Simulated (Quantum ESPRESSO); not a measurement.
## MgS: relaxation of cell and atoms (part 2 of 4)

MgS (Fm-3m, 2 atoms in the cell); Kohn-Sham DFT of a periodic cell, LDA, SSSP 1.3 efficiency PBE, no spin polarisation (Quantum ESPRESSO 7.5); cutoff 857.16 eV, 9×9×9 k-mesh, fermi-dirac of 0.05 eV. The structure derives from an entry of the Crystallography Open Database.

Geometry of the input (Å; fractional positions):
```
0.0000  2.6016  2.6016
2.6016  0.0000  2.6016
2.6016  2.6016  0.0000
S  0.5000  0.5000  0.5000
Mg 0.0000  0.0000  0.0000
```

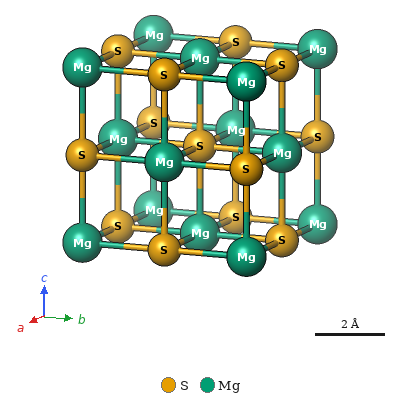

Figure 1. The structure as given in the input (ball-and-stick view of the cell 4 times as large as that of the calculation, set on its symmetry axes, seen slightly off an axis). An atom can appear more than once, as a periodic image.

### Log, continued
```
CELL_PARAMETERS (bohr)
  -0.000000000   4.877172331   4.877172331
   4.877172331  -0.000000000   4.877172331
   4.877172331   4.877172331  -0.000000000

ATOMIC_POSITIONS (bohr)
S                4.8771723306        4.8771723306        4.8771723306
Mg               0.0000000000        0.0000000000       -0.0000000000

     NEW-OLD atomic charge density approx. for the potential
     New effective cutoffs (rho, wfc):  512.84   64.01

     Self-consistent Calculation

     iteration #  1     ecut=    63.00 Ry     beta= 0.50
     Davidson diagonalization with overlap
     ethr =  1.00E-06,  avg # of iterations =  4.5

     total energy              =     -56.16755351 Ry
     estimated scf accuracy    <       0.00001189 Ry

     iteration #  2     ecut=    63.00 Ry     beta= 0.50
     Davidson diagonalization with overlap
     ethr =  1.49E-07,  avg # of iterations =  1.5

     total energy              =     -56.16755388 Ry
     estimated scf accuracy    <       0.00000189 Ry

     iteration #  3     ecut=    63.00 Ry     beta= 0.50
     Davidson diagonalization with overlap
     ethr =  2.36E-08,  avg # of iterations =  3.9

     total energy              =     -56.16755422 Ry
     estimated scf accuracy    <       0.00000010 Ry

     iteration #  4     ecut=    63.00 Ry     beta= 0.50
     Davidson diagonalization with overlap
     ethr =  1.26E-09,  avg # of iterations =  5.0

     total energy              =     -56.16755446 Ry
     estimated scf accuracy    <          8.9E-10 Ry

     iteration #  5     ecut=    63.00 Ry     beta= 0.50
     Davidson diagonalization with overlap
     ethr =  1.12E-11,  avg # of iterations =  5.4

     End of self-consistent calculation

          k = 0.0000 0.0000 0.0000 (  1989 PWs)   bands (ev):

    -7.7215   5.1596   5.1596   5.1596   8.7823  12.9506  12.9506  12.9506
    15.3993

          k = 0.0792 0.0792-0.0792 (  2004 PWs)   bands (ev):

    -7.5947   4.2441   5.0742   5.0742   9.4846  12.6705  13.1710  13.1710
    14.8138

          k = 0.1584 0.1584-0.1584 (  2000 PWs)   bands (ev):

    -7.2417   2.6168   4.8768   4.8768  10.0078  12.9828  12.9828  13.1026
    15.0101

          k = 0.2376 0.2376-0.2376 (  2006 PWs)   bands (ev):

    -6.7629   1.1339   4.6786   4.6786   9.7714  12.3183  12.3183  14.5238
    16.5609

          k = 0.3168 0.3168-0.3168 (  2009 PWs)   bands (ev):

    -6.3810   0.2181   4.5611   4.5611   9.5498  11.9263  11.9263  15.2346
    17.0692

          k = 0.1584 0.0000-0.0000 (  2017 PWs)   bands (ev):

    -7.5529   4.2772   4.8789   4.8789   9.7797  12.1342  13.5064  13.5064
    13.7887

          k = 0.2376 0.0792-0.0792 (  2000 PWs)   bands (ev):

    -7.2762   3.0597   4.6154   4.6967  10.4770  11.8855  12.6597  13.7702
    14.4931

          k = 0.3168 0.1584-0.1584 (  1995 PWs)   bands (ev):

    -6.8365   1.6271   4.4043   4.4137  10.3499  11.8460  13.0312  13.1758
    15.9579

          k = 0.3960 0.2376-0.2376 (  1996 PWs)   bands (ev):

    -6.4078   0.5581   4.0971   4.3474  10.1288  11.4153  12.5518  14.7080
    16.7691

          k =-0.2376-0.3960 0.3960 (  1996 PWs)   bands (ev):

    -6.2667   0.2520   3.9030   4.4338  10.1292  11.3793  12.2349  15.5426
    17.2040

          k =-0.1584-0.3168 0.3168 (  2009 PWs)   bands (ev):

    -6.5345   0.8524   3.8914   4.6432  10.3388  11.7577  12.3034  14.5100
    16.2600

          k =-0.0792-0.2376 0.2376 (  2002 PWs)   bands (ev):

    -6.9944   2.0728   4.0975   4.8989  10.6253  12.4485  12.7814  12.9512
    14.5602

          k =-0.0000-0.1584 0.1584 (  2013 PWs)   bands (ev):

    -7.3925   3.4085   4.5521   5.0805  10.2515  12.2714  13.3009  13.4727
    13.6809

          k = 0.3168 0.0000-0.0000 (  2008 PWs)   bands (ev):

    -7.0888   2.8335   4.2831   4.2831  10.3680  10.8565  12.9411  14.8516
    14.8516

          k = 0.3960 0.0792-0.0792 (  2008 PWs)   bands (ev):

    -6.7294   1.9360   3.8783   4.0362   9.8713  10.8037  13.2359  14.7056
    16.1515

          k = 0.4752 0.1584-0.1584 (  2008 PWs)   bands (ev):

    -6.3286   1.0698   3.2824   3.9575   9.6133  11.5850  13.4459  13.9386
    17.5089

          k =-0.1584-0.4752 0.4752 (  2010 PWs)   bands (ev):

    -6.1079   0.6657   2.7959   4.0678   9.7442  12.0705  13.3310  14.3883
    17.5325

          k =-0.0792-0.3960 0.3960 (  1997 PWs)   bands (ev):

    -6.2338   0.9173   2.6485   4.3354  10.2718  12.2480  12.9873  14.1483
    16.4891

          k =-0.0000-0.3168 0.3168 (  2003 PWs)   bands (ev):

    -6.6056   1.5236   3.0812   4.6666  11.0535  12.4260  12.6275  12.8553
    15.0179

          k = 0.4752-0.0000 0.0000 (  2016 PWs)   bands (ev):

    -6.4734   1.5992   3.7341   3.7341   8.8643   9.8877  14.8964  16.4961
    16.4961

          k = 0.5544 0.0792-0.0792 (  2005 PWs)   bands (ev):

    -6.1663   1.1483   3.1698   3.6080   8.5917  10.0908  15.2322  15.8129
    17.7673

          k =-0.0792-0.5544 0.5544 (  2020 PWs)   bands (ev):

    -5.9655   1.0837   2.2194   3.6904   8.8206  11.3605  14.8643  15.0382
    17.5444

          k =-0.0000-0.4752 0.4752 (  2015 PWs)   bands (ev):

    -5.9971   1.3402   1.6585   3.9608   9.3963  12.8223  13.9345  14.3561
    16.8049

          k = 0.6336 0.0000-0.0000 (  2012 PWs)   bands (ev):

    -5.9953   0.8549   3.4243   3.4243   7.8679   9.3850  16.8472  18.1093
    18.1098

          k =-0.0000-0.6336 0.6336 (  2014 PWs)   bands (ev):

    -5.9136   0.8558   2.8892   3.4541   8.1141   9.8511  16.4701  16.6404
    18.0492

          k = 0.3168 0.1584 0.0000 (  1998 PWs)   bands (ev):

    -6.9553   2.2800   3.8772   4.6014  10.9546  11.5391  12.1245  14.1338
    14.7481

          k = 0.3960 0.2376-0.0792 (  2007 PWs)   bands (ev):

    -6.5295   1.3146   3.3588   4.3344  10.7758  11.4555  12.6189  13.7984
    16.0995

          k =-0.2376-0.3960 0.5544 (  2007 PWs)   bands (ev):

    -6.1999   0.6233   3.1556   4.1068  10.6862  11.0042  13.1658  14.4871
    17.3949

          k = 0.4752 0.1584 0.0000 (  2014 PWs)   bands (ev):

    -6.3894   1.4358   3.2696   3.7716   9.5933  10.7415  13.4053  15.4433
    16.5492

          k =-0.1584-0.4752 0.6336 (  2007 PWs)   bands (ev):

    -6.0837   1.0910   2.6066   3.5273   9.7042  11.6318  13.1202  15.0726
    17.5859

          k =-0.0792-0.3960 0.5544 (  2005 PWs)   bands (ev):

    -5.9969   1.0789   2.1425   3.6193  10.0296  12.1173  13.7837  14.0388
    17.2220

          k = 0.0000-0.3168 0.4752 (  2005 PWs)   bands (ev):

    -6.1900   1.1944   2.3939   3.9611  10.5742  11.9803  12.6490  14.3923
    16.7205

          k =-0.0792-0.5544 0.7128 (  2008 PWs)   bands (ev):

    -5.9653   1.0102   2.9310   3.1388   8.7154  10.3025  14.9889  16.2283
    18.2729

          k =-0.0000-0.4752 0.6336 (  2010 PWs)   bands (ev):

    -5.8977   1.2618   2.0564   3.2138   9.3161  11.5260  14.2329  14.8741
    18.1333

          k =-0.0792-0.3960 0.7128 (  2004 PWs)   bands (ev):

    -5.9129   1.4285   2.0184   2.9184  10.2409  12.4212  12.7136  14.1973
    18.7301

     the Fermi energy is     6.3622 ev

!    total energy              =     -56.16755446 Ry
     estimated scf accuracy    <          6.0E-11 Ry
     smearing contrib. (-TS)   =      -0.00000000 Ry
     internal energy E=F+TS    =     -56.16755446 Ry

     The total energy is F=E-TS. E is the sum of the following terms:
     one-electron contribution =       2.02862298 Ry
     hartree contribution      =       3.02135677 Ry
     xc contribution           =     -10.08622496 Ry
     ewald contribution        =     -21.48253722 Ry
     one-center paw contrib.   =     -29.64877203 Ry

     convergence has been achieved in   5 iterations

     Forces acting on atoms (cartesian axes, Ry/au):

     atom    1 type  1   force =     0.00000000    0.00000000   -0.00000000
     atom    2 type  2   force =    -0.00000000   -0.00000000    0.00000000

     Total force =     0.000000     Total SCF correction =     0.000000

     Computing stress (Cartesian axis) and pressure

          total   stress  (Ry/bohr**3)                   (kbar)     P=       -8.75
  -0.00005948   0.00000000   0.00000000           -8.75        0.00        0.00
   0.00000000  -0.00005948   0.00000000            0.00       -8.75        0.00
   0.00000000   0.00000000  -0.00005948            0.00        0.00       -8.75

     Energy error            =      1.5E-03 Ry
     Gradient error          =      1.6E-31 Ry/Bohr
     Cell gradient error     =      2.9E+01 kbar

     number of scf cycles    =   2
     number of bfgs steps    =   1

     enthalpy           old  =     -56.1345510237 Ry
     enthalpy           new  =     -56.1360090177 Ry

     CASE: enthalpy          _new < enthalpy          _old

     new trust radius        =       0.0367602895 bohr
     new conv_thr            =            4.0E-12 Ry

     new unit-cell volume =    223.72650 a.u.^3 (    33.15285 Ang^3 )
     density =      2.82317 g/cm^3

CELL_PARAMETERS (bohr)
   0.000000000   4.818321868   4.818321868
   4.818321868   0.000000000   4.818321868
   4.818321868   4.818321868   0.000000000

ATOMIC_POSITIONS (bohr)
S                4.8183218683        4.8183218683        4.8183218683
Mg              -0.0000000000        0.0000000000        0.0000000000

     NEW-OLD atomic charge density approx. for the potential
     New effective cutoffs (rho, wfc):  525.44   65.58

     Self-consistent Calculation

     iteration #  1     ecut=    63.00 Ry     beta= 0.50
     Davidson diagonalization with overlap
     ethr =  1.00E-06,  avg # of iterations =  5.9

     total energy              =     -56.16718965 Ry
     estimated scf accuracy    <       0.00002406 Ry

     iteration #  2     ecut=    63.00 Ry     beta= 0.50
     Davidson diagonalization with overlap
     ethr =  3.01E-07,  avg # of iterations =  1.1

     total energy              =     -56.16718984 Ry
     estimated scf accuracy    <       0.00000398 Ry

     iteration #  3     ecut=    63.00 Ry     beta= 0.50
     Davidson diagonalization with overlap
     ethr =  4.97E-08,  avg # of iterations =  4.3

     total energy              =     -56.16719075 Ry
     estimated scf accuracy    <       0.00000019 Ry

     iteration #  4     ecut=    63.00 Ry     beta= 0.50
     Davidson diagonalization with overlap
     ethr =  2.41E-09,  avg # of iterations =  4.7

     total energy              =     -56.16719110 Ry
     estimated scf accuracy    <          1.9E-09 Ry

     iteration #  5     ecut=    63.00 Ry     beta= 0.50
     Davidson diagonalization with overlap
     ethr =  2.35E-11,  avg # of iterations =  4.8

     total energy              =     -56.16719110 Ry
     estimated scf accuracy    <          8.5E-11 Ry

     iteration #  6     ecut=    63.00 Ry     beta= 0.50
     Davidson diagonalization with overlap
     ethr =  1.06E-12,  avg # of iterations =  4.4

     End of self-consistent calculation

          k = 0.0000 0.0000 0.0000 (  1989 PWs)   bands (ev):

    -7.5518   5.5525   5.5525   5.5525   9.4738  13.3134  13.3134  13.3134
    15.8257

          k = 0.0802 0.0802-0.0802 (  2004 PWs)   bands (ev):

    -7.4177   4.6186   5.4602   5.4602  10.1604  13.0594  13.5478  13.5478
    15.2659

          k = 0.1603 0.1603-0.1603 (  2000 PWs)   bands (ev):

    -7.0429   2.9329   5.2480   5.2480  10.5576  13.4040  13.4041  13.6654
    15.4580

          k = 0.2405 0.2405-0.2405 (  2006 PWs)   bands (ev):

    -6.5305   1.3822   5.0358   5.0358  10.2384  12.7491  12.7491  15.2614
    17.0312

          k = 0.3207 0.3207-0.3207 (  2009 PWs)   bands (ev):

    -6.1164   0.4154   4.9104   4.9104   9.9949  12.3563  12.3563  16.0250
    17.6639

          k = 0.1603 0.0000-0.0000 (  2017 PWs)   bands (ev):

    -7.3735   4.6611   5.2543   5.2543  10.4690  12.4769  13.9054  13.9054
    14.2576

          k = 0.2405 0.0802-0.0802 (  2000 PWs)   bands (ev):

    -7.0798   3.3977   4.9752   5.0601  11.0930  12.2844  13.1213  14.2075
    14.9731

          k = 0.3207 0.1603-0.1603 (  1995 PWs)   bands (ev):

    -6.6101   1.8994   4.7482   4.7608  10.8352  12.3083  13.5584  13.6255
    16.5590

          k = 0.4008 0.2405-0.2405 (  1996 PWs)   bands (ev):

    -6.1468   0.7717   4.4251   4.6886  10.5867  11.8749  12.9991  15.3261
    17.4321

          k =-0.2405-0.4008 0.4008 (  1996 PWs)   bands (ev):

    -5.9926   0.4464   4.2229   4.7770  10.5854  11.8380  12.6798  16.2875
    17.7741

          k =-0.1603-0.3207 0.3207 (  2009 PWs)   bands (ev):

    -6.2844   1.0836   4.2118   4.9964  10.8112  12.2162  12.7488  15.1807
    16.7267

          k =-0.0802-0.2405 0.2405 (  2002 PWs)   bands (ev):

    -6.7792   2.3683   4.4279   5.2676  11.1610  12.8847  13.2296  13.5257
    14.9806

          k =-0.0000-0.1603 0.1603 (  2013 PWs)   bands (ev):

    -7.2033   3.7610   4.9067   5.4635  10.9152  12.6521  13.7627  13.8481
    14.1466

          k = 0.3207 0.0000-0.0000 (  2008 PWs)   bands (ev):

    -6.8806   3.1652   4.6273   4.6273  10.9328  11.1678  13.5545  15.3369
    15.3369

          k = 0.4008 0.0802-0.0802 (  2008 PWs)   bands (ev):

    -6.4961   2.2222   4.1993   4.3683  10.3547  11.1571  13.8447  15.1994
    16.7619

          k = 0.4810 0.1603-0.1603 (  2008 PWs)   bands (ev):

    -6.0628   1.3041   3.5747   4.2840  10.0579  12.0276  14.0037  14.4266
    18.2559

          k =-0.1603-0.4810 0.4810 (  2010 PWs)   bands (ev):

    -5.8214   0.8708   3.0698   4.3965  10.1783  12.5924  13.8159  14.9325
    18.2537

          k =-0.0802-0.4008 0.4008 (  1997 PWs)   bands (ev):

    -5.9589   1.1425   2.9143   4.6741  10.7079  12.7951  13.4731  14.7449
    16.9455

          k = 0.0000-0.3207 0.3207 (  2003 PWs)   bands (ev):

    -6.3620   1.7938   3.3603   5.0209  11.5070  13.0721  13.0917  13.3385
    15.4303

          k = 0.4810 0.0000-0.0000 (  2016 PWs)   bands (ev):

    -6.2209   1.8596   4.0542   4.0542   9.3493  10.1753  15.6101  17.0858
    17.0858

          k = 0.5612 0.0802-0.0802 (  2005 PWs)   bands (ev):

    -5.8877   1.3750   3.4626   3.9223   9.0597  10.4093  15.8897  16.3515
    18.4973

          k =-0.0802-0.5612 0.5612 (  2020 PWs)   bands (ev):

    -5.6675   1.2942   2.4746   4.0061   9.2595  11.7739  15.3977  15.6397
    18.2880

          k =-0.0000-0.4810 0.4810 (  2015 PWs)   bands (ev):

    -5.7013   1.5735   1.8814   4.2851   9.8273  13.3619  14.4557  14.8962
    17.4678

          k = 0.6413 0.0000-0.0000 (  2012 PWs)   bands (ev):

    -5.7011   1.0565   3.7323   3.7323   8.3364   9.6602  17.6005  18.2399
    18.8255

          k = 0.0000-0.6413 0.6413 (  2014 PWs)   bands (ev):

    -5.6113   1.0514   3.1743   3.7625   8.5773  10.1614  17.0341  17.3319
    18.8120

          k = 0.3207 0.1603 0.0000 (  1998 PWs)   bands (ev):

    -6.7378   2.5876   4.1960   4.9570  11.5441  11.8975  12.6269  14.6690
    15.2020

          k = 0.4008 0.2405-0.0802 (  2007 PWs)   bands (ev):

    -6.2800   1.5689   3.6541   4.6743  11.2618  11.9217  13.0921  14.3440
    16.6437

          k =-0.2405-0.4008 0.5612 (  2007 PWs)   bands (ev):

    -5.9215   0.8316   3.4436   4.4362  11.1552  11.4711  13.6548  15.0638
    18.0003

          k = 0.4810 0.1603 0.0000 (  2014 PWs)   bands (ev):

    -6.1295   1.6898   3.5619   4.0900  10.0943  11.0747  13.9625  16.0549
    17.1192

          k =-0.1603-0.4810 0.6413 (  2007 PWs)   bands (ev):

    -5.7966   1.3141   2.8701   3.8357  10.1825  12.0466  13.6309  15.6576
    18.2273

          k =-0.0802-0.4008 0.5612 (  2005 PWs)   bands (ev):

    -5.7011   1.2955   2.3889   3.9300  10.4975  12.6183  14.2900  14.5598
    17.8168

          k = 0.0000-0.3207 0.4810 (  2005 PWs)   bands (ev):

    -5.9121   1.4331   2.6449   4.2841  11.0517  12.5092  13.0821  14.9880
    17.2325

          k =-0.0802-0.5612 0.7215 (  2008 PWs)   bands (ev):

    -5.6679   1.2172   3.2100   3.4381   9.2030  10.6232  15.5619  16.8598
    18.9803

          k =-0.0000-0.4810 0.6413 (  2010 PWs)   bands (ev):

    -5.5932   1.4710   2.3066   3.5117   9.7923  11.9288  14.7852  15.4208
    18.8646

          k =-0.0802-0.4008 0.7215 (  2004 PWs)   bands (ev):

    -5.6099   1.6515   2.2557   3.2083  10.7662  12.8367  13.2151  14.7184
    19.4021

     the Fermi energy is     6.7987 ev

!    total energy              =     -56.16719110 Ry
     estimated scf accuracy    <          1.6E-12 Ry
     smearing contrib. (-TS)   =      -0.00000000 Ry
     internal energy E=F+TS    =     -56.16719110 Ry

     The total energy is F=E-TS. E is the sum of the following terms:
     one-electron contribution =       2.42097129 Ry
     hartree contribution      =       2.93206338 Ry
     xc contribution           =     -10.12104468 Ry
     ewald contribution        =     -21.74492260 Ry
     one-center paw contrib.   =     -29.65425850 Ry

     convergence has been achieved in   6 iterations

     Forces acting on atoms (cartesian axes, Ry/au):

     atom    1 type  1   force =     0.00000000   -0.00000000   -0.00000000
     atom    2 type  2   force =     0.00000000    0.00000000   -0.00000000

     Total force =     0.000000     Total SCF correction =     0.000000

     Computing stress (Cartesian axis) and pressure
```
